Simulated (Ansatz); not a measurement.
**Potassium, bcc: B3LYP after BLYP**

How do the levels change when part of the exchange is made exact, and what does it cost? Spin polarisation is left out. The cell comes from an earlier BLYP relaxation. Exact exchange is dear, so the k-mesh is coarse, and BLYP is run on the same mesh for comparison.

Computed with Ansatz 0.2.0 (DFT, plane waves (420 eV) with PBE-made PAW files, scalar-relativistic; functionals as named at each step, unless a step says otherwise).

## Step 1: The starting structure

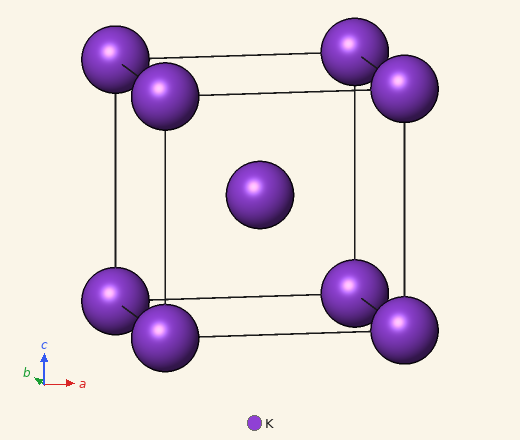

The structure, seen slightly off an axis (potassium purple). The conventional cell is drawn; the run uses a primitive one. Any atoms on the faces are drawn again on the opposite ones.

Coordinates:

```xyz
1
Lattice="-2.6617 2.6617 2.6617 2.6617 -2.6617 2.6617 2.6617 2.6617 -2.6617" Properties=species:S:1:pos:R:3 pbc="T T T"
K     0.0000    0.0000    0.0000
```

## Step 2: BLYP on the coarse mesh

The run with BLYP.

The input, input.yaml:

```yaml
crystal:
  lattice:
    - [-2.6617055092, 2.6617055092, 2.6617055092]
    - [2.6617055092, -2.6617055092, 2.6617055092]
    - [2.6617055092, 2.6617055092, -2.6617055092]
  atoms:
    - { symbol: K, position: [0.0, 0.0, 0.0] }
hamiltonian:
  xc: blyp
  pseudopotentials:
    kind: paw
    azcp:
      K: "pseudopotentials/K.paw.azcp"
basis:
  ecutwfc: 420
  fft_grid_basis: typed
kpoints:
  mp_grid: { grid: [4, 4, 4], shift: [0, 0, 0] }
magnetization:
  spin_polarized: false
scf:
  occupations: { method: fermi_dirac, width: 0.1 }
```

The program printed:

```text
Warning: RAYON_NUM_THREADS=4 ignored (pool sized by the plan → 4); use --threads N
Engine: ansatz 0.2.0, x86_64-unknown-linux-gnu
Pseudopotentials: kind: paw
Pseudopotential: K, paw, valence charge 9, recommended cutoff 420 eV (normal), <dir>
Functional definition: BLYP
  parameter beta = 0.0042
  parameter a = 0.04918
  parameter b = 0.132
  parameter c = 0.2533
  parameter d = 0.349
  exchange = b88_x(beta = beta)
  correlation = lyp_c(a = a, b = b, c = c, d = d)
Crystal: 1 atoms, lattice volume = 75.429 Å³
Basis set: ecut = 420 eV, 1481 PW (Γ), exchange–correlation on 64×64×64 points (8 copies of the dense FFT grid, shifted against one another)
Bands: 9, of which v1, the nominal top of the filled ones, is band 5 counted from 1 (4 counted from 0)
Symmetry: 48 space group operations
Space group: Im-3m (ITA 229), of the structure as read, at distance tolerance 4.2e-5 Å
k-points: 8 of 64
Non-local potential: K, projectors of the file, l = 0: 3, l = 1: 2, l = 2: 2
PAW form: soft (Blöchl's): semilocal exchange-correlation on the pseudo side does not see the compensation charge
PAW frozen core: K, regenerated for the run's functional, and the local potential with it (the file was generated under x = pbe(κ = 0.804, μ = 0.2195149727645171), c = pbe(β = 0.06672455060314922))
PAW one-centre angular grid: K, 110 points (default); XC on 64 Gauss nodes
Initial density: superposition of atomic densities (neutral atoms: chi_scale 0, normalization atom), corrected by the library's trained network
Initial wavefunctions: pseudopotential atomic-orbital guess
Functional: x = b88, c = lyp
SCF iter   1: F=—  HF=-1543.445250 eV  |F-HF|=—  |Δ(HF+E_count)|=         —  Δρ=2.37e-3  dr2=1.59e-3  ethr=1.77e-3  ⟨swp⟩=5.0  Hψ=515  notcnv=0
preconditioner: auto → none  [insulator: Δε(μ)=0.420 eV  Ē_g=3.765 eV  σ=0.100 eV  W_gap=0.52  n_scr=12 (ndim 8)  ℏωp=4.3 eV  f_vac=0.000  D(μ)=1.90/eV (n_scr^D=12)  ε∞_Penn≈2.3]
SCF iter   2: F=—  HF=-1543.445523 eV  |F-HF|=—  |Δ(HF+E_count)|=   2.73e-4  Δρ=1.18e-3  dr2=4.36e-4  ethr=1.77e-5  ⟨swp⟩=1.8  Hψ=148  notcnv=0
SCF iter   3: F=—  HF=-1543.445927 eV  |F-HF|=—  |Δ(HF+E_count)|=   4.04e-4  Δρ=1.95e-4  dr2=2.35e-5  ethr=4.84e-6  ⟨swp⟩=2.6  Hψ=110  notcnv=0
SCF iter   4: F=—  HF=-1543.445935 eV  |F-HF|=—  |Δ(HF+E_count)|=   8.17e-6  Δρ=1.26e-4  dr2=1.03e-5  ethr=2.61e-7  ⟨swp⟩=2.0  Hψ=110  notcnv=0
SCF iter   5: F=—  HF=-1543.445935 eV  |F-HF|=—  |Δ(HF+E_count)|=   4.28e-8  Δρ=8.02e-5  dr2=4.24e-6  ethr=1.15e-7  ⟨swp⟩=1.5  Hψ=76  notcnv=0
SCF iter   6: F=—  HF=-1543.445935 eV  |F-HF|=—  |Δ(HF+E_count)|=   7.86e-7  Δρ=3.00e-5  dr2=5.75e-7  ethr=4.71e-8  ⟨swp⟩=2.6  Hψ=111  notcnv=0
SCF iter   7: F=-1543.445934 eV  HF=-1543.445934 eV  |F-HF|=8.99e-9  |Δ(HF+E_count)|=   2.11e-7  Δρ=4.03e-6  dr2=1.10e-8  ethr=1.11e-9  ⟨swp⟩=1.0  Hψ=209  notcnv=0
SCF 1 converged in 7 iterations: F = -1543.445934 eV  dr2 = 1.10e-8
SCF converged after 7 iterations
Free energy (F): -1543.445934 eV
Harris-Foulkes:  -1543.445934 eV  (|F-HF|=8.99e-9)
Internal energy: -1543.392159 eV  (E = F + TS)
E sigma→0 (E₀):  -1543.419046 eV
Entropy (-TS):   -0.053776 eV (-53.776 meV/atom)
Fermi energy:    2.063055 eV
--- Per-component energies (eV) ---
  E_band       = -141.647861
  E_kinetic    = 252.111892
  E_local      = -760.867756  (includes V_loc(G=0)·N_el)
  E_nonlocal   = 13.626177
  E_hartree    = 271.748706
  E_xc         = -132.168465
  E_vxc        = -160.681080  (∫ρ·V_xc dr)
  E_paw        = -789.178898  (= ΣΔE_a)
  E_vpaw       = -29.331512  (= ΣTr[D̂ρ^β])
  E_aug_tail   = -0.000003  (compensation charges beyond the density's cutoff)
  E_ewald      = -398.682102
  E_core_change = 0.018291  (= ΣΔE_core)
  E_smearing   = -0.053776  (= −TS)
  E_closure    = -0.000000  (closes the sum)
  Σ components = -1543.445934   (vs F -1543.445934, Δ=0.00e0)
```

Run time: 0.24 s. Hardware: 4 threads of an x86-64 CPU, shared host; peak memory 0.39 GiB.

## Step 3: B3LYP on the coarse mesh

The run with B3LYP.

input.yaml, as its differences from that of step 2:

```diff
@@ -8,3 +8,3 @@
 hamiltonian:
-  xc: blyp
+  xc: b3lyp
   pseudopotentials:
```

The program printed:

```text
Warning: RAYON_NUM_THREADS=4 ignored (pool sized by the plan → 4); use --threads N
[... 3 set-up lines as earlier in the session ...]
Functional definition: B3LYP
  parameter a0 = 0.2
  parameter ax = 0.72
  parameter ac = 0.81
  exchange = (1 - a0 - ax)*slater_x + ax*b88_x + a0*exact_x
  correlation = (1 - ac)*vwn_rpa_c + ac*lyp_c
Crystal: 1 atoms, lattice volume = 75.429 Å³
Basis set: ecut = 420 eV, 1481 PW (Γ), exchange–correlation on 64×64×64 points (8 copies of the dense FFT grid, shifted against one another)
Bands: 9, of which v1, the nominal top of the filled ones, is band 5 counted from 1 (4 counted from 0)
[... 2 set-up lines as earlier in the session ...]
k-points: 8 of 64
[... 6 set-up lines as earlier in the session ...]
Functional: x = 0.1 slater + 0.9 b88, c = 0.19 vwn_rpa + 0.81 lyp, warm-up for x = 0.08 slater + 0.72 b88 + 0.2 exact, c = 0.19 vwn_rpa + 0.81 lyp
SCF iter   1: F=—  HF=-1542.480451 eV  |F-HF|=—  |Δ(HF+E_count)|=         —  Δρ=2.34e-3  dr2=1.59e-3  ethr=1.77e-3  ⟨swp⟩=12.4  Hψ=481  notcnv=0
preconditioner: auto → none  [insulator: Δε(μ)=0.422 eV  Ē_g=3.766 eV  σ=0.100 eV  W_gap=0.52  n_scr=12 (ndim 8)  ℏωp=4.3 eV  f_vac=0.000  D(μ)=1.90/eV (n_scr^D=12)]
SCF iter   2: F=—  HF=-1542.481062 eV  |F-HF|=—  |Δ(HF+E_count)|=   6.11e-4  Δρ=1.14e-3  dr2=3.77e-4  ethr=1.76e-5  ⟨swp⟩=3.2  Hψ=138  notcnv=0  defer=1
iter 3 solved again at ethr=7.73e-8 eV; its pass at ethr=4.19e-6 eV (dr2=6.96e-6 eV) is discarded
SCF iter   3: F=—  HF=-1542.481403 eV  |F-HF|=—  |Δ(HF+E_count)|=   3.41e-4  Δρ=7.77e-5  dr2=6.87e-6  ethr=7.73e-8  ⟨swp⟩=3.1  Hψ=249  notcnv=0
SCF iter   4: F=—  HF=-1542.481423 eV  |F-HF|=—  |Δ(HF+E_count)|=   2.05e-5  Δρ=2.90e-5  dr2=6.39e-7  ethr=7.63e-8  ⟨swp⟩=3.2  Hψ=132  notcnv=0
SCF iter   5: F=—  HF=-1542.481427 eV  |F-HF|=—  |Δ(HF+E_count)|=   4.15e-6  Δρ=6.10e-6  dr2=1.27e-8  ethr=7.10e-9  ⟨swp⟩=3.6  Hψ=130  notcnv=0
SCF iter   6: F=—  HF=-1542.481427 eV  |F-HF|=—  |Δ(HF+E_count)|=   3.01e-8  Δρ=2.43e-6  dr2=1.78e-9  ethr=1.41e-10  ⟨swp⟩=4.1  Hψ=165  notcnv=0
SCF iter   7: F=-1542.481427 eV  HF=-1542.481427 eV  |F-HF|=8.91e-11  |Δ(HF+E_count)|=   1.48e-9  Δρ=3.53e-7  dr2=3.38e-11  ethr=1.98e-11  ⟨swp⟩=3.4  Hψ=139  notcnv=0
SCF 1 converged in 7 iterations: F = -1542.481427 eV  dr2 = 3.38e-11
Initial density: handed on by an earlier stage of this run
Initial wavefunctions: those handed on with the density
Functional: x = 0.08 slater + 0.72 b88 + 0.2 exact, c = 0.19 vwn_rpa + 0.81 lyp
Frozen-core exchange: fock
iter 1 solved again at ethr=2.40e-6 eV; its pass at ethr=1.00e-1 eV (dr2=2.16e-4 eV) is discarded
SCF iter   1: F=—  HF=-1543.734226 eV  |F-HF|=—  |Δ(HF+E_count)|=         —  Δρ=1.11e-3  dr2=2.93e-4  ethr=2.40e-6  ⟨swp⟩=6.9  Hψ=451  notcnv=0
preconditioner: auto → none  [insulator: Δε(μ)=0.728 eV  Ē_g=4.593 eV  σ=0.100 eV  W_gap=0.54  n_scr=12 (ndim 8)  ℏωp=4.3 eV  f_vac=0.000  D(μ)=1.86/eV (n_scr^D=12)]
SCF iter   2: F=—  HF=-1543.734237 eV  |F-HF|=—  |Δ(HF+E_count)|=   1.05e-5  Δρ=5.20e-4  dr2=9.22e-5  ethr=2.40e-6  ⟨swp⟩=2.6  Hψ=114  notcnv=0
SCF iter   3: F=—  HF=-1543.734259 eV  |F-HF|=—  |Δ(HF+E_count)|=   2.18e-5  Δρ=1.50e-5  dr2=3.14e-5  ethr=6.94e-7  ⟨swp⟩=2.6  Hψ=114  notcnv=0
SCF iter   4: F=—  HF=-1543.734683 eV  |F-HF|=—  |Δ(HF+E_count)|=   4.25e-4  Δρ=5.43e-5  dr2=2.71e-6  ethr=3.37e-9  ⟨swp⟩=5.2  Hψ=299  notcnv=0
SCF iter   5: F=—  HF=-1543.734686 eV  |F-HF|=—  |Δ(HF+E_count)|=   2.92e-6  Δρ=6.36e-6  dr2=5.26e-7  ethr=3.37e-9  ⟨swp⟩=3.8  Hψ=158  notcnv=0
SCF iter   6: F=-1543.734693 eV  HF=-1543.734693 eV  |F-HF|=3.46e-8  |Δ(HF+E_count)|=   6.90e-6  Δρ=7.49e-6  dr2=5.73e-8  ethr=2.30e-10  ⟨swp⟩=4.9  Hψ=268  notcnv=0
SCF 2 converged in 6 iterations: F = -1543.734693 eV  dr2 = 5.73e-8
hybrid outer 1: dexx = +5.097e-4 eV, tail = 1.53e-6 eV
Frozen-core exchange: fock
SCF iter   1: F=—  HF=-1543.734708 eV  |F-HF|=—  |Δ(HF+E_count)|=         —  Δρ=2.61e-5  dr2=5.17e-7  ethr=8.50e-8  ⟨swp⟩=4.1  Hψ=193  notcnv=0
preconditioner: auto → none  [insulator: Δε(μ)=0.742 eV  Ē_g=4.599 eV  σ=0.100 eV  W_gap=0.54  n_scr=12 (ndim 8)  ℏωp=4.3 eV  f_vac=0.000  D(μ)=1.86/eV (n_scr^D=12)]
iter 2 solved again at ethr=3.81e-11 eV; its pass at ethr=1.97e-9 eV (dr2=3.43e-9 eV) is discarded
SCF iter   2: F=—  HF=-1543.734708 eV  |F-HF|=—  |Δ(HF+E_count)|=   1.38e-8  Δρ=3.89e-6  dr2=3.46e-7  ethr=3.81e-11  ⟨swp⟩=3.9  Hψ=314  notcnv=0  defer=1
SCF iter   3: F=-1543.734716 eV  HF=-1543.734716 eV  |F-HF|=1.55e-8  |Δ(HF+E_count)|=   7.91e-6  Δρ=5.77e-6  dr2=2.24e-8  ethr=3.81e-11  ⟨swp⟩=4.4  Hψ=197  notcnv=0
SCF 3 converged in 3 iterations: F = -1543.734716 eV  dr2 = 2.24e-8
hybrid outer 2: dexx = +2.863e-8 eV, tail = 5.06e-8 eV, Δε = 1.70e-3 eV (about 3.12e-4 eV left of the loop's levels)
hybrid SCF converged: 2 outer / 9 inner (+7 warm-up), last move |dexx| = 2.86e-8 eV, tail = 5.06e-8 eV
Stability not checked: this state was not tested for a lower state beside it, because the functional holds exact exchange (a hybrid, or Hartree-Fock), whose exchange loop this test does not read (fock_operator; see scf.lower_state_search)
Free energy (F): -1543.734716 eV
Frozen-core exchange: fock
Harris-Foulkes:  -1543.734716 eV  (|F-HF|=1.55e-8)
Internal energy: -1543.682857 eV  (E = F + TS)
E sigma→0 (E₀):  -1543.708787 eV
Entropy (-TS):   -0.051860 eV (-51.860 meV/atom)
Fermi energy:    1.894041 eV
--- Per-component energies (eV) ---
  E_band       = -158.754558
  E_kinetic    = 252.248691
  E_local      = -761.069003  (includes V_loc(G=0)·N_el)
  E_nonlocal   = 13.793840
  E_hartree    = 271.703692
  E_xc         = -109.033056
  E_vxc        = -132.246053  (∫ρ·V_xc dr)
  E_exx        = -21.636559  (= α·E_x^exact, valence–valence)
  E_paw        = -790.935274  (= ΣΔE_a)
  E_vpaw       = -31.620096  (= ΣTr[D̂ρ^β])
  E_aug_tail   = -0.000003  (compensation charges beyond the density's cutoff)
  E_ewald      = -398.682102
  E_core_change = -0.073082  (= ΣΔE_core)
  E_smearing   = -0.051860  (= −TS)
  E_closure    = 0.000000  (closes the sum)
  Σ components = -1543.734716   (vs F -1543.734716, Δ=2.27e-13)
--- Band table (eV; the first three rows and the last of 8) ---
  k-point 0: bands = ["-33.1384", "-15.5427", "-15.5427", "-15.5427", "-0.8771", "6.7735", "6.7735"]
  k-point 1: bands = ["-33.1365", "-15.5748", "-15.5532", "-15.5425", "0.0540", "5.3771", "6.0934"]
  k-point 2: bands = ["-33.1347", "-15.6060", "-15.5637", "-15.5422", "2.6196", "2.8995", "5.6315"]
  k-point 7: bands = ["-33.1318", "-15.5877", "-15.5877", "-15.5877", "4.1218", "4.1218", "5.8278"]
  guard bands above this table: 2 of the run's 9 bands. The solve was not asked for them (output.publish_guard_bands: true or output.eigenvalues: true publishes all)
```

Wall time 2.4 s (4 threads of an x86-64 CPU, shared host); peak memory 0.79 GiB.

## Step 4: The functionals compared

```
functional               gap on the mesh  Fermi energy (eV)  SCF cycles  exchange loops  CPU time
      BLYP  none (levels filled in part)              2.063           7               -    0.46 s
     B3LYP  none (levels filled in part)              1.894          16               2     7.1 s
```

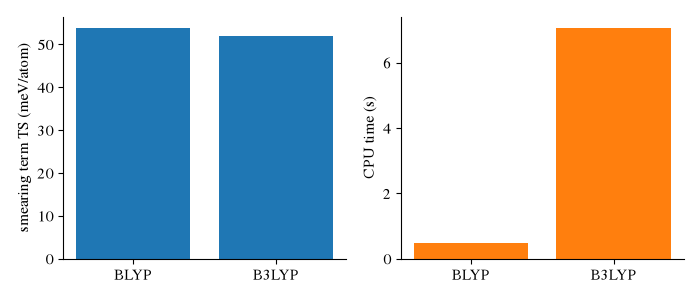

Smearing term and CPU time by functional.

## Step 5: Summary of results

```
                         quantity                         value
                        BLYP: gap  none (levels filled in part)
                       B3LYP: gap  none (levels filled in part)
B3LYP: SCF cycles, exchange loops                         16, 2
B3LYP: CPU time over that of BLYP                            15
```

What this shows: Neither BLYP nor B3LYP shows a clean gap on this mesh. The hybrid took 15 times as much CPU time as BLYP on the same settings. The exchange operator of B3LYP was renewed in 2 outer loops. The cell taken over is 6 % larger than the measured one (71.32 Å³/atom, COD). The total energies in the logs cannot be compared from one functional to another.
